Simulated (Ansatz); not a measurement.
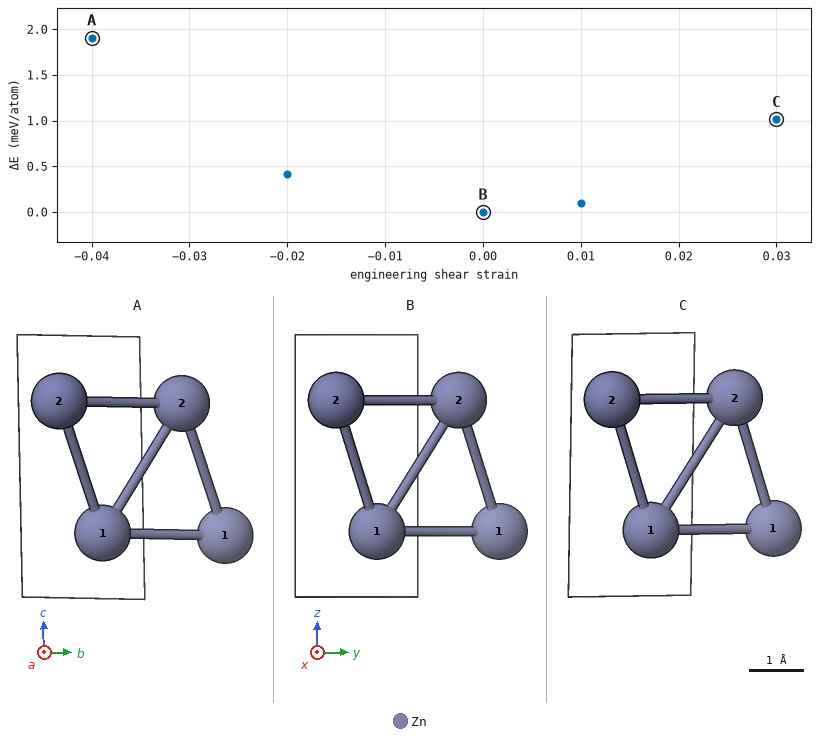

Crystalline Zn (P6_3/mmc): the cell is strained in shear in the yz plane, with the atoms kept at their fractional coordinates. x, y and z are the Cartesian axes of the input. The lettered frames are marked on the plot. The picture is a ball-and-stick view of the cell of the calculation, repeated 2 × 2 × 1 with one cell outlined, seen along the a axis.

Method: DFT PBE, scalar-relativistic, plane waves, PAW (Ansatz). Set-up: plane-wave cutoff 420 eV; k-point mesh 21 × 21 × 10; occupations gaussian; smearing width 0.15 eV; no spin polarisation. Energies (free energies at the smearing named) are counted from the cell as listed in its source, which wasn't relaxed.

> Describe the profile.

Of the computed points the lowest is at the strain 0.00, 0.00 meV/atom. The curvature at zero strain, (1/V) d²E/dε², is about 24 GPa; it is C₄₄ with clamped ions. The distortion takes the space group from P6_3/mmc to C2/m. At the strain −0.04 the cell of the drawing goes c 4.947 → 4.948 Å, α 90.0° → 92.0°.
